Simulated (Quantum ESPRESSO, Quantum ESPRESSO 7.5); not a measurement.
# 2H-WS2, 1 layer, rectangular cell, stepped through strain along the second axis

Wanted: a table for 2H-WS2, 1 layer, rectangular cell against strain along the second axis, and what can be fitted to it.

Program: Quantum ESPRESSO 7.5. Level of theory: plane-wave DFT, PBE, GBRV ultrasoft pseudopotentials. Results are calculated unless marked as measured.

## 1. The starting structure

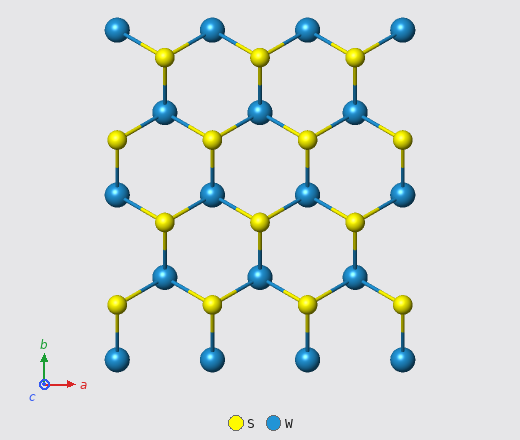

The starting structure, seen from above (sulfur yellow, tungsten blue). 3×2×1 cells are drawn. Some periodic images of atoms are drawn too.

The cell holds 6 atoms: 4 S and 2 W. Its edges and angles: a = 3.180 Å, b = 5.508 Å, c = 18.476 Å, α = 90.0°, β = 90.0°, γ = 90.0°. It derives from WS2. Vacuum lies along c.

Set-up: Cell and atoms are first relaxed; each strained cell is then held, the other axis too, and the atoms relax in it. A periodic run with 15 Å of vacuum in the starting cell gives the vacuum levels, and bands follow along a path.

Members -2, -1, 0, 1 and 2 took the same steps and show in the table alone.

## 2. Variable-cell relaxation of the reference

What the set-up leaves free in this member is relaxed.

Contents of ref.relax.in:

```
&control
  prefix = 'ref.relax'
  outdir = './out'
  pseudo_dir = './pseudo'
  nstep = 80
  forc_conv_thr = 0.0004
  calculation = 'vc-relax'
  etot_conv_thr = 1e-06
/
&system
  ibrav = 0
  nat = 6
  ntyp = 2
  ecutwfc = 50
  ecutrho = 250
  occupations = 'smearing'
  smearing = 'fd'
  degauss = 0.004
/
&electrons
  conv_thr = 1e-09
  mixing_beta = 0.4
  electron_maxstep = 120
  mixing_mode = 'plain'
/
&ions
/
&cell
  cell_dofree = '2Dxy'
  press_conv_thr = 0.3
/
ATOMIC_SPECIES
  S   32.0600  s_pbe_v1.4.uspp.F.UPF
  W   183.8400  w_pbe_v1.2.uspp.F.UPF
CELL_PARAMETERS angstrom
  3.18000000000000 0.00000000000000 0.00000000000000
  0.00000000000000 5.50792156806903 0.00000000000000
  0.00000000000000 0.00000000000000 18.47562023241895
ATOMIC_POSITIONS crystal
  S   0.999999999900 0.333333333400 0.405940363877
  S   0.500000000000 0.833333333300 0.405940363877
  W   0.000000000000 0.000000000000 0.500000000000
  W   0.500000000000 0.500000000000 0.500000000000
  S   0.999999999900 0.333333333400 0.594059636123
  S   0.500000000000 0.833333333300 0.594059636123
K_POINTS automatic
  10 6 1 0 0 0
```

Run with:

```bash
$ OMP_NUM_THREADS=1 mpirun -n 4 pw.x -nk 4 -in ref.relax.in > ref.relax.out
```

The log of the run:

```text
Program PWSCF v.7.5 starts
[citation notice left out]

     Parallel version (MPI & OpenMP), running on       4 processor cores
     Number of MPI processes:                 4
     Threads/MPI process:                     1

     MPI processes distributed on     1 nodes
[...]
Current dimensions of program PWSCF are:
     Max number of different atomic species (ntypx) = 10
     Max number of k-points (npk) =  40000
     Max angular momentum in pseudopotentials (lmaxx) =  4
     Found identity + ( -0.5000  0.5000  0.0000) symmetry
     This is a supercell, fractional translations are disabled
     Message from routine setup:
     using ibrav=0 with symmetry is DISCOURAGED, use correct ibrav instead

     K-points division:     npool     =       4
     Subspace diagonalization in iterative solution of the eigenvalue problem:
     a serial algorithm will be used

     G-vector sticks info
     --------------------
     sticks:   dense  smooth     PW     G-vecs:    dense   smooth      PW
     Sum        1247     993    295               145685   104361   16727

     Using Slab Decomposition

     bravais-lattice index     =            0
     lattice parameter (alat)  =       6.0093  a.u.
     unit-cell volume          =    2183.7881 (a.u.)^3
     number of atoms/cell      =            6
     number of atomic types    =            2
     number of electrons       =        52.00
     number of Kohn-Sham states=           31
     kinetic-energy cutoff     =      50.0000  Ry
     charge density cutoff     =     250.0000  Ry
     scf convergence threshold =      1.0E-09
     mixing beta               =       0.4000
     number of iterations used =            8  plain     mixing
     energy convergence thresh.=      1.0E-06
     force convergence thresh. =      4.0E-04
     press convergence thresh. =      3.0E-01
     Exchange-correlation= SLA  PW   PBE  PBE
                           (   1   4   3   4   0   0   0)
     nstep                     =           80

     celldm(1)=   6.009329  celldm(2)=   0.000000  celldm(3)=   0.000000
     celldm(4)=   0.000000  celldm(5)=   0.000000  celldm(6)=   0.000000

     crystal axes: (cart. coord. in units of alat)
               a(1) = (   1.000000   0.000000   0.000000 )
               a(2) = (   0.000000   1.732051   0.000000 )
               a(3) = (   0.000000   0.000000   5.809943 )

     reciprocal axes: (cart. coord. in units 2 pi/alat)
               b(1) = (  1.000000  0.000000  0.000000 )
               b(2) = (  0.000000  0.577350  0.000000 )
               b(3) = (  0.000000  0.000000  0.172119 )

     PseudoPot. # 1 for S  read from file:
     ./pseudo/s_pbe_v1.4.uspp.F.UPF
     Pseudo is Ultrasoft + core correction, Zval =  6.0
     Generated by new atomic code, or converted to UPF format
     Using radial grid of  907 points,  6 beta functions with:
                l(1) =   0
                l(2) =   0
                l(3) =   1
                l(4) =   1
                l(5) =   2
                l(6) =   2
     Q(r) pseudized with  8 coefficients,  rinner =    1.300   1.300   1.300
                                                       1.300   1.300

     PseudoPot. # 2 for W  read from file:
     ./pseudo/w_pbe_v1.2.uspp.F.UPF
     Pseudo is Ultrasoft + core correction, Zval = 14.0
     Generated by new atomic code, or converted to UPF format
     Using radial grid of  923 points,  8 beta functions with:
                l(1) =   0
                l(2) =   0
                l(3) =   0
                l(4) =   1
                l(5) =   1
                l(6) =   2
                l(7) =   2
                l(8) =   3
     Q(r) pseudized with  6 coefficients,  rinner =    1.350   1.350   1.350
                                                       1.350   1.350   1.350
                                                       1.350

     atomic species   valence    mass     pseudopotential
     S                 6.00    32.06000     S ( 1.00)
     W                14.00   183.84000     W ( 1.00)

      4 Sym. Ops. (no inversion) found

   Cartesian axes

     site n.     atom                  positions (alat units)
         1        S      tau(   1) = (   1.0000000   0.5773503   2.3584906  )
         2        S      tau(   2) = (   0.5000000   1.4433757   2.3584906  )
         3        W      tau(   3) = (   0.0000000   0.0000000   2.9049717  )
         4        W      tau(   4) = (   0.5000000   0.8660254   2.9049717  )
         5        S      tau(   5) = (   1.0000000   0.5773503   3.4514529  )
         6        S      tau(   6) = (   0.5000000   1.4433757   3.4514529  )

     number of k points=    24  Fermi-Dirac smearing, width (Ry)=  0.0040
                       cart. coord. in units 2pi/alat
        k(    1) = (   0.0000000   0.0000000   0.0000000), wk =   0.0333333
        k(    2) = (   0.0000000   0.0962250   0.0000000), wk =   0.0666667
        k(    3) = (   0.0000000   0.1924501   0.0000000), wk =   0.0666667
        k(    4) = (   0.0000000  -0.2886751   0.0000000), wk =   0.0333333
        k(    5) = (   0.1000000   0.0000000   0.0000000), wk =   0.0666667
        k(    6) = (   0.1000000   0.0962250   0.0000000), wk =   0.1333333
        k(    7) = (   0.1000000   0.1924501   0.0000000), wk =   0.1333333
        k(    8) = (   0.1000000  -0.2886751   0.0000000), wk =   0.0666667
        k(    9) = (   0.2000000   0.0000000   0.0000000), wk =   0.0666667
        k(   10) = (   0.2000000   0.0962250   0.0000000), wk =   0.1333333
[...]
k(   24) = (  -0.5000000  -0.2886751   0.0000000), wk =   0.0333333

     Dense  grid:   145685 G-vectors     FFT dimensions: (  32,  54, 180)

     Smooth grid:   104361 G-vectors     FFT dimensions: (  27,  48, 160)

     Estimated max dynamical RAM per process >     392.00 MB

     Estimated total dynamical RAM >       1.43 GB

     Check: negative core charge=   -0.000001

     Initial potential from superposition of free atoms

     starting charge      51.7992, renormalised to      52.0000

     negative rho (up, down):  1.293E-01 0.000E+00
     Starting wfcs are   42 randomized atomic wfcs

     total cpu time spent up to now is        3.5 secs

     per-process dynamical memory:   159.6 Mb

     Self-consistent Calculation

     iteration #  1     ecut=    50.00 Ry     beta= 0.40
     Davidson diagonalization with overlap
     ethr =  1.00E-02,  avg # of iterations =  2.0

     Threshold (ethr) on eigenvalues was too large:
     Diagonalizing with lowered threshold

     Davidson diagonalization with overlap
[...]
hartree contribution      =     985.65634111 Ry
     xc contribution           =    -116.26897839 Ry
     ewald contribution        =     686.00163700 Ry

     convergence has been achieved in  12 iterations

     negative rho (up, down):  1.376E-01 0.000E+00

     Forces acting on atoms (cartesian axes, Ry/au):

     atom    1 type  1   force =     0.00000000    0.00000058    0.03103427
     atom    2 type  1   force =     0.00000000    0.00000041    0.03103369
     atom    3 type  2   force =     0.00000000    0.00000088    0.00000000
     atom    4 type  2   force =     0.00000000   -0.00000287    0.00000000
     atom    5 type  1   force =     0.00000000    0.00000058   -0.03103427
     atom    6 type  1   force =     0.00000000    0.00000041   -0.03103369

     Total force =     0.062068     Total SCF correction =     0.000011

     Computing stress (Cartesian axis) and pressure

     negative rho (up, down):  1.376E-01 0.000E+00
          total   stress  (Ry/bohr**3)                   (kbar)     P=       -8.37
   0.00000548   0.00000000   0.00000000            0.81        0.00        0.00
   0.00000000   0.00000555   0.00000000            0.00        0.82        0.00
   0.00000000   0.00000000  -0.00018178            0.00        0.00      -26.74

     Energy error            =      2.3E-02 Ry
     Gradient error          =      3.1E-02 Ry/Bohr
     Cell gradient error     =      8.2E-01 kbar

     number of scf cycles    =   3
     number of bfgs steps    =   2

     enthalpy           old  =    -415.0107526529 Ry
     enthalpy           new  =    -415.0337837088 Ry

     CASE: enthalpy          _new < enthalpy          _old

     new trust radius        =       0.0849676008 bohr
     new conv_thr            =       0.0000000008 Ry

     new unit-cell volume =   2146.02539 a.u.^3 (   318.00815 Ang^3 )
     density =      2.58954 g/cm^3

CELL_PARAMETERS (angstrom)
   3.152375864   0.000000000   0.000000000
   0.000000000   5.460108023   0.000000000
   0.000000000   0.000000000  18.475620232

ATOMIC_POSITIONS (crystal)
S                0.9999999999        0.3333333055        0.4143606752
S                0.5000000000        0.8333332905        0.4143606882
W                0.0000000000        0.0000001634        0.5000000000
W                0.5000000000        0.4999999781        0.5000000000
S                0.9999999999        0.3333333055        0.5856393248
S                0.5000000000        0.8333332905        0.5856393118

[...]
NEW-OLD atomic charge density approx. for the potential
     New effective cutoffs (rho, wfc):  254.22   50.88

     Check: negative core charge=   -0.000001

     negative rho (up, down):  1.375E-01 0.000E+00

     total cpu time spent up to now is      276.9 secs

     per-process dynamical memory:   197.3 Mb

[...]
!    total energy              =    -415.03865132 Ry
[...]
Total force =     0.004449     Total SCF correction =     0.000023
[...]
number of bfgs steps    =   3
[...]
new trust radius        =       0.0165275321 bohr
[...]
!    total energy              =    -415.03918454 Ry
[...]
Total force =     0.001601     Total SCF correction =     0.000014
[...]
number of bfgs steps    =   4
[...]
new trust radius        =       0.0247912817 bohr
[...]
!    total energy              =    -415.03976279 Ry
[...]
Total force =     0.003498     Total SCF correction =     0.000006
[...]
number of bfgs steps    =   5
[...]
new trust radius        =       0.0371868772 bohr
[...]
Self-consistent Calculation

     iteration #  1     ecut=    50.00 Ry     beta= 0.40
     Davidson diagonalization with overlap
     ethr =  1.00E-06,  avg # of iterations =  4.9

     negative rho (up, down):  1.377E-01 0.000E+00

     total cpu time spent up to now is      528.3 secs

     total energy              =    -415.04020098 Ry
     estimated scf accuracy    <       0.00010696 Ry

[...]
iteration # 11     ecut=    50.00 Ry     beta= 0.40
[...]
negative rho (up, down):  1.377E-01 0.000E+00

[...]
End of self-consistent calculation

          k = 0.0000 0.0000 0.0000 ( 13061 PWs)   bands (ev):

   -74.2049 -74.1881 -38.6176 -38.4430 -38.3815 -38.3638 -38.2852 -38.2851
   -14.9059 -13.2971 -12.7820 -12.5342  -6.6296  -6.5048  -5.3010  -4.5658
    -3.5350  -2.9663  -2.9662  -2.3162  -2.3025  -1.7416  -1.7415  -1.4044
    -1.0921  -0.2442   2.7125   2.7286   2.7287   2.8589   2.8590

          k = 0.0000 0.0963 0.0000 ( 13055 PWs)   bands (ev):

   -74.2038 -74.1892 -38.5959 -38.4389 -38.3856 -38.3586 -38.3081 -38.2904
   -14.7916 -13.2542 -12.9703 -12.5961  -6.4173  -6.3669  -5.1268  -4.5552
    -3.4485  -3.2663  -2.8543  -2.6795  -2.2655  -1.9216  -1.5687  -1.4847
    -1.2561  -0.2984   2.5771   2.5944   2.6286   2.7582   2.8441

          k = 0.0000 0.1925 0.0000 ( 13054 PWs)   bands (ev):

   -74.2007 -74.1923 -38.5362 -38.4277 -38.3970 -38.3701 -38.3443 -38.3049
   -14.4660 -13.4334 -13.1322 -12.7553  -5.9948  -5.9071  -4.6540  -4.6494
    -3.9622  -3.3163  -3.1969  -2.5463  -2.3418  -2.1036  -1.7357  -1.5766
    -1.3650  -0.5505   2.1740   2.4067   2.4093   2.5412   2.6416

          k = 0.0000-0.2888 0.0000 ( 12976 PWs)   bands (ev):

   -74.1965 -74.1965 -38.4537 -38.4537 -38.4123 -38.4123 -38.3246 -38.3246
   -13.9818 -13.9818 -12.9528 -12.9528  -5.6179  -5.6179  -4.6303  -4.6303
    -4.0059  -4.0059  -2.8076  -2.8076  -2.1286  -2.1286  -1.8349  -1.8349
    -1.0308  -1.0308   2.1248   2.1248   2.3803   2.3803   2.9919

          k = 0.1000 0.0000 0.0000 ( 13053 PWs)   bands (ev):

   -74.2037 -74.1877 -38.6076 -38.4386 -38.3839 -38.3801 -38.3096 -38.2911
   -14.7826 -13.2508 -12.7260 -12.5033  -6.4783  -6.3560  -5.4045  -4.5155
    -3.5838  -3.2876  -2.8468  -2.6973  -2.2998  -2.1831  -1.9570  -1.5446
    -0.7663  -0.3032   2.5620   2.6145   2.6230   2.7465   2.9639

          k = 0.1000 0.0963 0.0000 ( 13046 PWs)   bands (ev):

   -74.2026 -74.1888 -38.5883 -38.4347 -38.3840 -38.3776 -38.3312 -38.2962
   -14.6714 -13.2091 -12.9063 -12.5645  -6.2892  -6.2247  -5.2137  -4.4979
    -3.5754  -3.5460  -2.9405  -2.7408  -2.2405  -2.1876  -2.1227  -1.5039
    -0.9120  -0.3755   2.3765   2.4812   2.5794   2.6616   2.9954

[...]
the Fermi energy is     0.7795 ev

!    total energy              =    -415.04026146 Ry
     estimated scf accuracy    <          1.4E-11 Ry
     smearing contrib. (-TS)   =      -0.00000000 Ry
     internal energy E=F+TS    =    -415.04026146 Ry

     The total energy is F=E-TS. E is the sum of the following terms:
     one-electron contribution =   -1969.30868108 Ry
     hartree contribution      =     984.83819180 Ry
     xc contribution           =    -116.35555926 Ry
     ewald contribution        =     685.78578708 Ry

     convergence has been achieved in  11 iterations

     negative rho (up, down):  1.377E-01 0.000E+00

     Forces acting on atoms (cartesian axes, Ry/au):

     atom    1 type  1   force =     0.00000000   -0.00000053    0.00130344
     atom    2 type  1   force =     0.00000000   -0.00000042    0.00130309
     atom    3 type  2   force =     0.00000000    0.00000120    0.00000000
     atom    4 type  2   force =     0.00000000    0.00000070    0.00000000
     atom    5 type  1   force =     0.00000000   -0.00000053   -0.00130344
     atom    6 type  1   force =     0.00000000   -0.00000042   -0.00130309

     Total force =     0.002607     Total SCF correction =     0.000007

     Computing stress (Cartesian axis) and pressure

     negative rho (up, down):  1.377E-01 0.000E+00
          total   stress  (Ry/bohr**3)                   (kbar)     P=        0.66
   0.00001233   0.0
```

Elapsed: 14 min, on 4 MPI ranks of Arm Neoverse V1, shared host; peak memory 1.6 GiB.

Step by step:

| step | energy less that of the first step (eV) | largest force (eV/Å) | volume (Å³) |
| --- | --- | --- | --- |
| 1 | 0.0000 | 2.5591 | 323.60 |
| 2 | -0.4946 | 1.7936 | 320.84 |
| 3 | -0.8079 | 0.7979 | 318.53 |
| 4 | -0.8741 | 0.0572 | 318.01 |
| 5 | -0.8814 | 0.0206 | 319.14 |
| 6 | -0.8893 | 0.0450 | 320.85 |
| 7 | -0.8961 | 0.0335 | 323.42 |
| 8 | -0.8971 | 0.0072 | 324.85 |
| 9 | -0.8972 | 0.0017 | 324.87 |
| 10 | -0.8976 | 0.0017 | 324.87 |

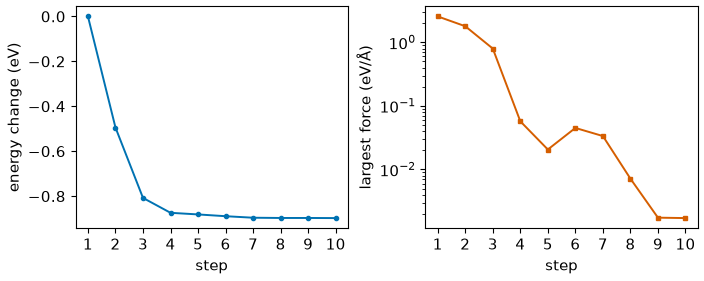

Energy and largest force along the relaxation.

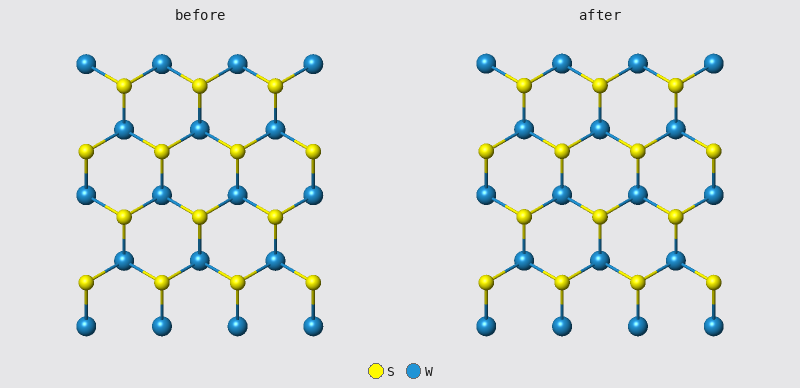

The structure before and after the relaxation, drawn at the same scale.

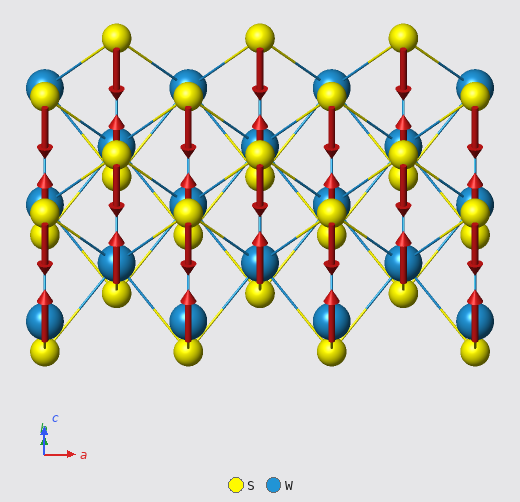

Displacements in the relaxation, exaggerated, measured against the changing cell; the longest in the cell stands for 0.16 Å. 3×2×1 cells are drawn. Some periodic images of atoms are drawn too.

| cell as run | before | after | change |
| --- | --- | --- | --- |
| a (Å) | 3.180 | 3.186 | +0.2 % |
| b (Å) | 5.508 | 5.519 | +0.2 % |

The atoms that moved most (Å, along periodic axes as changes of fractional coordinates times the final cell, across vacuum about the mean position):

| atom | dx | dy | dz | length |
| --- | --- | --- | --- | --- |
| S6 | 0.000 | 0.000 | -0.165 | 0.165 |
| S2 | 0.000 | 0.000 | 0.165 | 0.165 |
| S1 | 0.000 | 0.000 | 0.165 | 0.165 |
| S5 | 0.000 | 0.000 | -0.165 | 0.165 |

 The last row is no step: it is a fresh SCF in the final cell with a new plane-wave basis, -0 meV from the row before.

This step gave:

- free energy: -5646.9120 eV
- Fermi energy: 0.7406 eV

(Part 1 of 7 ends here.)

[Logs are printed without paths, hosts, clocks, repeated set-up lines and the standing remarks that a program may print on its own settings, such as how far it seeks lower states.]

[Hosts, paths, dates, database ids (printed as entryN), source tags and the programs' standing remarks are cut or masked in the printed files.]

[Maps of the electrostatic potential energy from Ansatz leave out the sawtooth potential of an applied field or a dipole correction, so their vacuum need not be flat; planar profiles and work functions include it.]
